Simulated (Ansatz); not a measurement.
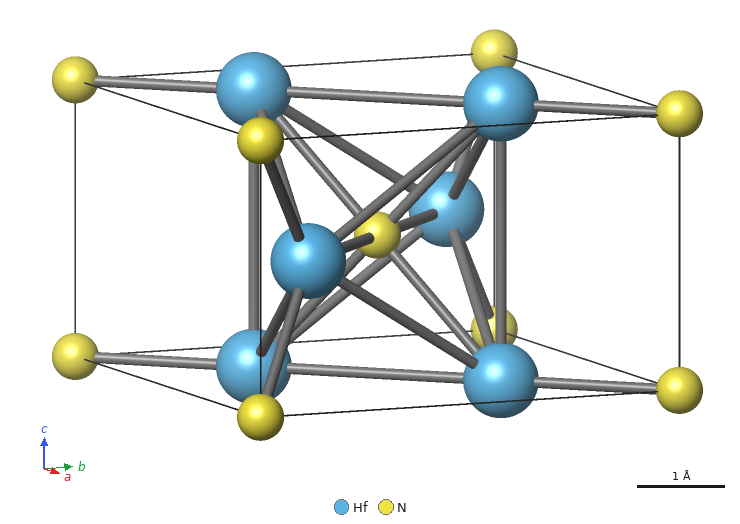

We look at a ball-and-stick model of the crystal slightly off an axis. One conventional unit cell is framed, with atoms on its boundary repeated. Cell: a = 5.33 Å, b = 5.33 Å, c = 3.25 Å, α = 90.00°, β = 90.00°, γ = 90.00°.

Source of the structure: a structure listed in the Materials Project. Earlier steps of the study may have refined or changed the cell and positions. An electronic-structure calculation with Ansatz was run on it.

**What structure is drawn here?**

The solid is Hf$_{2}$N. The atoms follow space group P4_2/mnm (No. 136); the Bravais lattice is primitive tetragonal. One cell contains 4 Hf, 2 N, 6 atoms in all. Counting atoms within bonding range gives coordination numbers of Hf 14 and N 6. Not all metal-metal contacts are counted.

All computed values are from Ansatz 0.2.0, DFT r2SCAN, scalar-relativistic, plane waves, PAW. Settings: a kinetic-energy cutoff of 500 eV, an 8×8×12 k-point grid, Gaussian smearing of 0.1 eV, no spin polarisation.

**Does it come out as a metal, or with a gap?**

A metal: bands cross the Fermi level.

**Predict the Bader charges.**

Hf +1.01 e; N -2.02 e.

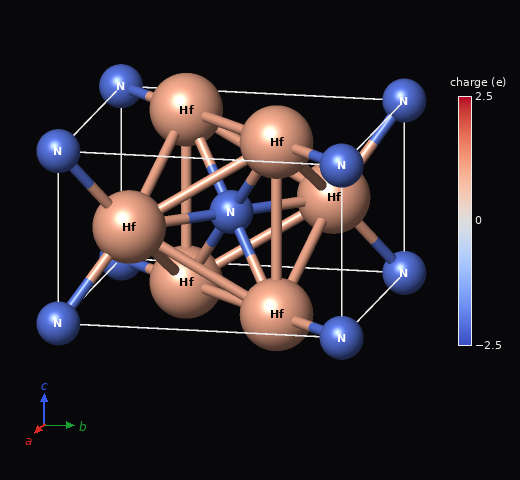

The atoms coloured by those charges. The run's cell of 6 atoms is drawn.

**Are forces and stress small enough to call this relaxed?**

Yes. All forces vanish to within 0.01 eV/Å. The pressure is 0.0 GPa, close to zero.
